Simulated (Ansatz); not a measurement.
```xyz
8
Lattice="6.3120 0.0000 0.0000 -3.1560 5.4664 0.0000 0.0000 0.0000 5.0797" Properties=species:S:1:pos:R:3 pbc="T T T"
Sc    4.6911    0.9358    3.8098
Sc    1.6209    0.9358    3.8098
Sc    3.1560    3.5947    3.8098
Sc   -1.5351    4.5305    1.2699
Sc    1.5351    4.5305    1.2699
Sc    0.0000    1.8716    1.2699
Al    3.1560    1.8221    1.2699
Al    0.0000    3.6443    3.8098
```

Space group P6₃/mmc; a structure from a database of computed crystals, not necessarily the ambient phase; spin-polarised.

Method: Ansatz 0.2.0, DFT r2SCAN, scalar-relativistic, plane waves, PAW.

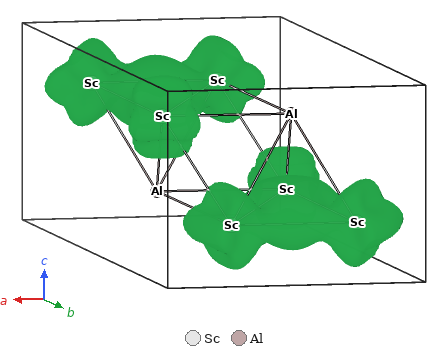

Sc₃Al. Isosurfaces of the spin density (up minus down) at +0.03 (green) and −0.03 e/Å³ (red), seen at an oblique angle. Sticks mark near contacts.

The density is the valence pseudo-density of a PAW calculation; it isn't the true density close to the nuclei.

Where is the spin, and how is it ordered?

The spin density sits on Sc: +0.4 μB (×6) in one cell of 8 atoms, with smaller moments on other sites: Al (up to −0.06 μB): parallel moments on the main sites in this solution. The cell of the calculation (8 atoms) carries 3.2 μB of net spin moment. Only one sign reaches the isovalue.
